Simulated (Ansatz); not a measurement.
# Molecular dynamics, with input and output: Mg8HO8 (part 4 of 4)

Continued. System: Mg8HO8 (defect cell, 17 atoms in the cell). Method: DFT PBE, scalar-relativistic, plane waves, PAW, PAW set soft_1, spin-polarised (Ansatz 0.2.0); cutoff 420 eV, 2×2×2 k-mesh, Fermi–Dirac smearing of 0.05 eV, collinear spins. The structure derives from an entry of the Crystallography Open Database. It belongs to a series of runs on one base structure; here: dynamics from the last frame of the run before.

Geometry of the input (Å; fractional positions):
```
0.0000  3.8650  3.8650
3.8650  0.0000  3.8650
3.8650  3.8650  0.0000
Mg -0.0051  0.0146  0.0055
O  0.2614  0.2678  0.2357
Mg -0.0026  -0.0136  0.5074
O  0.2540  0.2480  0.7569
Mg -0.0118  0.5024  0.0096
O  0.2338  0.7516  0.2386
Mg 0.0135  0.4955  0.4936
O  0.2364  0.7501  0.7659
Mg 0.5137  0.0065  -0.0122
O  0.7425  0.2480  0.2644
Mg 0.4798  0.0015  0.5150
O  0.7661  0.2473  0.7521
Mg 0.5084  0.4942  -0.0156
O  0.7474  0.7537  0.2463
Mg 0.5082  0.4970  0.4975
O  0.7469  0.7407  0.7459
H  0.3709  0.8728  0.3717
```

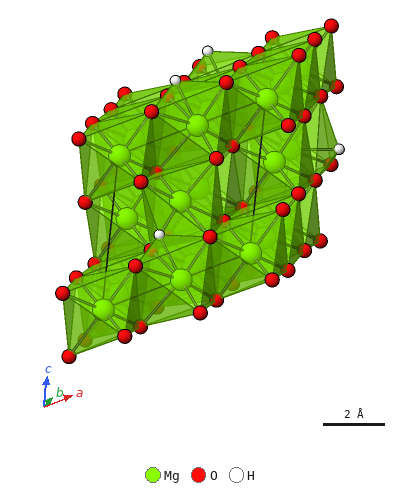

**Figure 1.** The geometry at step 203 of the log (polyhedral view of the cell of the calculation, seen slightly off an axis; polyhedra are completed across the faces of the cell).

### Trajectory as extended XYZ, continued
```
17
Lattice="0.0000 3.8650 3.8650 3.8650 0.0000 3.8650 3.8650 3.8650 0.0000" Properties=species:S:1:pos:R:3:forces:R:3 step=157 time_fs=78.5 energy=-19954.81967 temperature=693.1
Mg    0.0160    0.0175   -0.0804   -0.8022  -0.4626   1.8129
O     1.9327    1.9243    1.9668    1.2638  -0.2359   0.8686
Mg    1.9715    1.9382    0.0136   -1.1149  -0.0610   0.0252
O     3.9583    3.8209    2.0065   -1.9351   0.5230  -2.6469
Mg    1.9524    0.0389    1.8762   -0.0189  -0.5186   0.2015
O     3.8169    1.9033    3.9211   -0.4285  -0.6349  -1.2542
Mg    3.9142    1.8909    1.9426   -1.3510   2.2319   0.8173
O     5.7708    3.8770    3.7937    1.7883   0.7942   0.0295
Mg    0.0302    1.9086    1.9796   -0.2896   0.3338  -0.0881
O     1.8778    3.8704    3.7637    1.0080  -0.3656   1.5638
Mg    1.9438    3.8826    1.8770    0.8420  -0.6918   0.5056
O     3.8287    5.8080    3.9109    0.9608   0.0993  -0.6503
Mg    1.9188    1.8830    3.9889   -0.1143   1.1427  -2.5119
O     3.8451    3.9685    5.7983   -0.7306  -1.7756  -0.1673
Mg    3.8047    3.8651    3.8075    0.0215  -0.0720   1.1838
O     5.7966    5.8035    5.8419    0.9640   0.1160  -0.0990
H     4.8039    2.9537    4.7774   -0.0632  -0.4231   0.4095
17
Lattice="0.0000 3.8650 3.8650 3.8650 0.0000 3.8650 3.8650 3.8650 0.0000" Properties=species:S:1:pos:R:3:forces:R:3 step=166 time_fs=83.0 energy=-19954.67102 temperature=625.4
Mg   -0.0027    0.0119   -0.0785   -0.2009  -0.0926   2.2549
O     1.9100    1.9376    1.9695    1.8074  -0.7163   0.6055
Mg    1.9506    1.9240   -0.0144   -1.0377   0.2030   0.8331
O     3.9550    3.7919    1.9716   -1.7718   1.0260  -1.4069
Mg    1.9411    0.0456    1.8589    0.0874  -0.5029   0.6743
O     3.8040    1.9133    3.9453   -0.4333  -0.9475  -1.8708
Mg    3.9031    1.8664    1.9112   -1.2072   2.8474   1.6375
O     5.8210    3.8977    3.8117    0.3642  -0.0898  -0.3406
Mg    0.0246    1.9614    2.0271   -0.8742  -1.1488  -0.3376
O     1.8664    3.8322    3.7761    1.4177   0.4342   1.0327
Mg    1.9768    3.8772    1.8447    0.2685  -0.8558   1.0850
O     3.8395    5.7841    3.9124    0.2875   0.2950  -0.5795
Mg    1.9071    1.8990    3.9825    0.4099   0.9482  -2.1518
O     3.8544    3.9679    5.8316   -0.8979  -1.7633  -0.7543
Mg    3.8397    3.8808    3.8229   -0.1642  -0.7123   0.3482
O     5.8012    5.7953    5.8580    0.7159   0.2317  -0.5992
H     4.6834    2.8390    4.8332    1.2287   0.8439  -0.4304
17
Lattice="0.0000 3.8650 3.8650 3.8650 0.0000 3.8650 3.8650 3.8650 0.0000" Properties=species:S:1:pos:R:3:forces:R:3 step=175 time_fs=87.5 energy=-19954.65724 temperature=622.1
Mg   -0.0227    0.0056   -0.0589    0.9448   0.2621   1.9588
O     1.9085    1.9423    1.9796    1.6084  -1.0608   0.2317
Mg    1.9214    1.9111   -0.0360   -0.6587  -0.0358   1.2316
O     3.9308    3.7752    1.9195   -0.9173   1.3143   0.1277
Mg    1.9303    0.0482    1.8469    0.0533  -0.5688   1.0293
O     3.7865    1.9127    3.9478    0.1964  -0.4669  -1.5449
Mg    3.8825    1.8639    1.8928   -0.6813   2.2594   2.1152
O     5.8757    3.9181    3.8251   -1.0891  -0.3961  -1.1433
Mg    0.0128    2.0061    2.0709   -0.4783  -1.4647  -1.9461
O     1.8717    3.7992    3.8010    1.3235   1.3637   0.2996
Mg    2.0121    3.8654    1.8212   -0.2505  -0.2614   2.0630
O     3.8540    5.7636    3.9071   -0.3571   0.3989  -0.1743
Mg    1.8988    1.9224    3.9591    0.8558   0.4476  -1.3621
O     3.8531    3.9464    5.8559   -0.6293  -1.0781  -1.1916
Mg    3.8735    3.8909    3.8411   -0.4791  -1.3702  -0.3410
O     5.8142    5.7897    5.8669    0.0921   0.2111  -1.0572
H     4.7646    2.8550    4.8264    0.4662   0.4457  -0.2965
17
Lattice="0.0000 3.8650 3.8650 3.8650 0.0000 3.8650 3.8650 3.8650 0.0000" Properties=species:S:1:pos:R:3:forces:R:3 step=185 time_fs=92.5 energy=-19954.37997 temperature=492.5
Mg   -0.0357    0.0008   -0.0196    2.1826   0.4075   0.5891
O     1.9286    1.9329    1.9936    0.5703  -0.9246  -0.3919
Mg    1.8831    1.8960   -0.0489    0.0058  -0.5368   1.1303
O     3.8918    3.7752    1.8640    0.5671   1.3901   1.7296
Mg    1.9188    0.0457    1.8432    0.0456  -0.6699   1.2550
O     3.7706    1.9057    3.9290    1.0826   0.2172  -0.8955
Mg    3.8535    1.8815    1.8918    0.1529   0.8252   2.0447
O     5.9210    3.9357    3.8235   -2.2837  -0.2888  -1.7151
Mg   -0.0044    2.0421    2.1011    0.3744  -1.6721  -3.4935
O     1.8961    3.7823    3.8327    0.8492   2.1374  -0.4864
Mg    2.0488    3.8504    1.8148   -1.0280   0.7310   2.8874
O     3.8651    5.7465    3.8992   -0.7277   0.4586   0.4212
Mg    1.8973    1.9524    3.9205    0.9549  -0.3604  -0.3240
O     3.8432    3.9080    5.8665   -0.0446   0.2202  -1.1487
Mg    3.9062    3.8894    3.8584   -0.9883  -1.4817  -0.7128
O     5.8294    5.7864    5.8620   -0.6955   0.1183  -1.1731
H     4.9362    2.9579    4.7609   -1.0177  -0.5714   0.2835
17
Lattice="0.0000 3.8650 3.8650 3.8650 0.0000 3.8650 3.8650 3.8650 0.0000" Properties=species:S:1:pos:R:3:forces:R:3 step=194 time_fs=97.0 energy=-19954.29639 temperature=455.2
Mg   -0.0299   -0.0002    0.0211    2.1630   0.1977  -1.0773
O     1.9545    1.9128    2.0014   -0.4189  -0.3456  -0.9352
Mg    1.8485    1.8784   -0.0510    0.8442  -0.2469   0.8593
O     3.8632    3.7930    1.8352    1.7612   1.2420   2.8046
Mg    1.9090    0.0378    1.8504    0.1907  -0.7500   1.3299
O     3.7690    1.9015    3.8999    1.2076   0.3275  -0.6011
Mg    3.8284    1.9049    1.9078    0.9995  -0.3312   1.2996
O     5.9334    3.9473    3.8014   -2.6998  -0.6374  -1.0189
Mg   -0.0173    2.0602    2.1000    0.5931  -2.2612  -3.2454
O     1.9292    3.7935    3.8555    0.2928   2.0596  -0.9473
Mg    2.0730    3.8423    1.8322   -2.3672   0.9197   2.1233
O     3.8662    5.7369    3.8969   -0.7082   0.5759   0.5847
Mg    1.9038    1.9767    3.8826    0.5753  -1.0127   0.5578
O     3.8333    3.8757    5.8616    0.3824   1.4625  -0.5833
Mg    3.9277    3.8761    3.8681   -1.1511  -0.7320  -0.8344
O     5.8349    5.7850    5.8428   -1.1595   0.0441  -0.8836
H     4.9237    2.9562    4.7552   -0.5049  -0.5121   0.5673
17
Lattice="0.0000 3.8650 3.8650 3.8650 0.0000 3.8650 3.8650 3.8650 0.0000" Properties=species:S:1:pos:R:3:forces:R:3 step=203 time_fs=101.5 energy=-19954.48254 temperature=548.8
Mg   -0.0075    0.0002    0.0536    0.9607  -0.1766  -2.2195
O     1.9759    1.8885    1.9983   -0.9926   0.2930  -1.0774
Mg    1.8206    1.8593   -0.0462    1.7622   0.7665   0.5302
O     3.8549    3.8258    1.8396    1.9601   0.9250   2.9514
Mg    1.9007    0.0238    1.8681    0.4824  -0.7804   1.0608
O     3.7816    1.9009    3.8633    0.6862   0.1101  -0.3386
Mg    3.8112    1.9262    1.9342    1.6939  -0.9318   0.1138
O     5.9140    3.9509    3.7676   -2.0868  -1.2010   0.4527
Mg   -0.0259    2.0603    2.0737    0.1448  -2.8038  -1.7690
O     1.9660    3.8290    3.8673   -0.2933   1.0211  -1.0248
Mg    2.0786    3.8413    1.8664   -3.1393   0.7927   0.6766
O     3.8588    5.7346    3.9012   -0.4639   0.8205   0.2865
Mg    1.9148    1.9931    3.8489    0.0097  -1.3197   1.2398
O     3.8278    3.8606    5.8497    0.5741   2.0602   0.1271
Mg    3.9405    3.8569    3.8714   -0.7409   0.1610  -0.5959
O     5.8266    5.7842    5.8128   -1.1793   0.0119  -0.4251
H     4.8220    2.8658    4.8452    0.6221   0.2512   0.0115
17
Lattice="0.0000 3.8650 3.8650 3.8650 0.0000 3.8650 3.8650 3.8650 0.0000" Properties=species:S:1:pos:R:3:forces:R:3 step=212 time_fs=106.0 energy=-19954.69186 temperature=654.7
Mg    0.0226   -0.0007    0.0691   -0.3935  -0.4732  -2.2432
O     1.9857    1.8674    1.9825   -1.0822   0.6923  -0.7161
Mg    1.8067    1.8462   -0.0371    2.4694   1.7083   0.1480
O     3.8694    3.8699    1.8789    0.9394   0.3815   1.8054
Mg    1.8963    0.0037    1.8940    0.8932  -0.6369   0.2574
O     3.8024    1.9017    3.8229    0.0100  -0.0772   0.4649
Mg    3.8073    1.9404    1.9614    1.8625  -0.9790  -1.1761
O     5.8699    3.9404    3.7389   -0.5494  -1.1661   1.7333
Mg   -0.0336    2.0382    2.0330   -0.4056  -2.4889  -0.3845
O     1.9993    3.8765    3.8670   -0.8188  -0.5834  -0.6949
Mg    2.0599    3.8468    1.9065   -2.5080   0.7762  -0.3377
O     3.8459    5.7423    3.9089   -0.1179   1.0698  -0.1731
Mg    1.9260    1.9993    3.8248   -0.4356  -1.3006   1.5112
O     3.8291    3.8693    5.8390    0.5764   1.4645   0.5827
Mg    3.9472    3.8388    3.8702   -0.4976   0.7798  -0.0152
O     5.8043    5.7835    5.7776   -0.7441   0.0288   0.0228
H     4.8273    2.8227    4.9306    0.8018   0.8041  -0.7848
17
Lattice="0.0000 3.8650 3.8650 3.8650 0.0000 3.8650 3.8650 3.8650 0.0000" Properties=species:S:1:pos:R:3:forces:R:3 step=222 time_fs=111.0 energy=-19954.79511 temperature=710.8
Mg    0.0527   -0.0060    0.0660   -1.2514  -0.5115  -1.4046
O     1.9814    1.8536    1.9553   -0.9373   0.8837   0.0076
Mg    1.8143    1.8473   -0.0257    2.7686   1.9731  -0.2462
O     3.8977    3.9237    1.9467   -0.6091  -0.6372  -0.2882
Mg    1.9000   -0.0245    1.9249    1.3041  -0.1041  -0.8255
O     3.8258    1.9015    3.7858   -0.5239  -0.1979   1.7753
Mg    3.8197    1.9473    1.9806    1.1681  -0.5974  -2.2760
O     5.8142    3.9134    3.7310    1.5004  -0.2227   2.0593
Mg   -0.0446    1.9919    1.9829    0.3238  -0.4950  -0.1959
O     2.0248    3.9207    3.8573   -1.1886  -2.0747  -0.0376
Mg    2.0166    3.8604    1.9484   -0.8833   0.8252  -0.6182
O     3.8299    5.7659    3.9148    0.2611   1.0655  -0.5885
Mg    1.9345    1.9939    3.8117   -0.6944  -1.1187   1.1529
O     3.8386    3.8984    5.8351    0.3535  -0.0662   0.6704
Mg    3.9493    3.8261    3.8687   -1.0072   1.4007   0.5143
O     5.7695    5.7833    5.7387    0.0959   0.0823   0.4700
H     4.9697    2.9195    4.8812   -0.6804  -0.2051  -0.1691
17
Lattice="0.0000 3.8650 3.8650 3.8650 0.0000 3.8650 3.8650 3.8650 0.0000" Properties=species:S:1:pos:R:3:forces:R:3 step=231 time_fs=115.5 energy=-19954.56675 temperature=606.2
Mg    0.0697   -0.0150    0.0511   -1.4778  -0.1846  -0.5367
O     1.9657    1.8524    1.9304   -0.4405   0.9218   0.6466
Mg    1.8443    1.8647   -0.0173    2.3573   1.5522  -0.3059
O     3.9168    3.9643    2.0056   -1.3841  -1.8165  -1.8526
Mg    1.9141   -0.0508    1.9464    1.2829   0.6588  -1.2993
O     3.8406    1.8988    3.7736   -0.8104  -0.3617   2.0309
Mg    3.8407    1.9486    1.9794    0.0130  -0.0518  -2.3667
O     5.7817    3.8856    3.7496    2.7176   0.6705   1.5986
Mg   -0.0524    1.9451    1.9361    0.6986   1.1014   0.1969
O     2.0329    3.9353    3.8478   -1.2923  -2.4090   0.5941
Mg    1.9689    3.8791    1.9810    0.0952   0.1291  -1.0771
O     3.8187    5.8007    3.9130    0.5460   0.5917  -0.8123
Mg    1.9365    1.9796    3.8095   -0.7086  -0.9251   0.4169
O     3.8516    3.9250    5.8401   -0.1316  -1.0378   0.5283
Mg    3.9427    3.8262    3.8715   -1.5995   1.7262   0.7119
O     5.7389    5.7841    5.7095    0.9465   0.1312   0.8746
H     4.9933    2.9831    4.8010   -0.8126  -0.6965   0.6520
17
Lattice="0.0000 3.8650 3.8650 3.8650 0.0000 3.8650 3.8650 3.8650 0.0000" Properties=species:S:1:pos:R:3:forces:R:3 step=240 time_fs=120.0 energy=-19954.63952 temperature=646.5
Mg    0.0751   -0.0253    0.0317   -1.4691   0.4439   0.2592
O     1.9448    1.8620    1.9132    0.3620   0.5873   1.1111
Mg    1.8929    1.8945   -0.0111    1.2411   0.9841  -0.2397
O     3.9199    3.9831    2.0430   -1.3682  -2.7267  -2.5058
Mg    1.9382   -0.0720    1.9581    0.6855   1.3632  -1.0432
O     3.8458    1.8917    3.7849   -0.7958  -0.4719   1.0409
Mg    3.8621    1.9494    1.9598   -1.0051   0.5071  -1.4739
O     5.7807    3.8652    3.7881    2.4092   0.8726   1.2113
Mg   -0.0549    1.9063    1.8909    0.4682   1.7614   0.8555
O     2.0254    3.9217    3.8453   -1.1791  -1.7332   1.0360
Mg    1.9218    3.8989    2.0047    0.8419  -0.6971  -1.8994
O     3.8140    5.8423    3.9013    0.8020  -0.3813  -0.8662
Mg    1.9328    1.9577    3.8108   -0.5564  -0.7786  -0.2213
O     3.8628    3.9400    5.8514   -0.7697  -1.1080   0.2555
Mg    3.9239    3.8399    3.8797   -1.1786   1.5470   0.6162
O     5.7196    5.7865    5.6908    1.5776   0.1440   1.2617
H     4.8724    2.9243    4.8329   -0.0654  -0.3136   0.6021
```

### Key numbers

| quantity | value |
| --- | --- |
| outcome | finished |
| mean temperature over the second half | 601 K |
| trajectory | 240 steps, 120 fs |
| ensemble | nvt_nose_hoover |
| temperature in the input | 840.0 K |
| time step | 0.5 fs |
| electrons treated | 129 |
| potential energy (free energy of the electrons) (last step) | −19954.6395 eV |
| Fermi energy (last step) | 16.290 eV |
| net moment of the cell (last step) | 0.75 μB |
| integrated absolute moment (last step) | 0.79 μB |
| largest force (length of the vector) (last step) | 3.948 eV/Å |
| wall time | 30 min |
| peak memory | 0.46 GiB |

### Remarks

The input asks for low accuracy. The k-point mesh is coarse for a cell of this size, so the results may not be converged. So short a trajectory is not equilibrated.
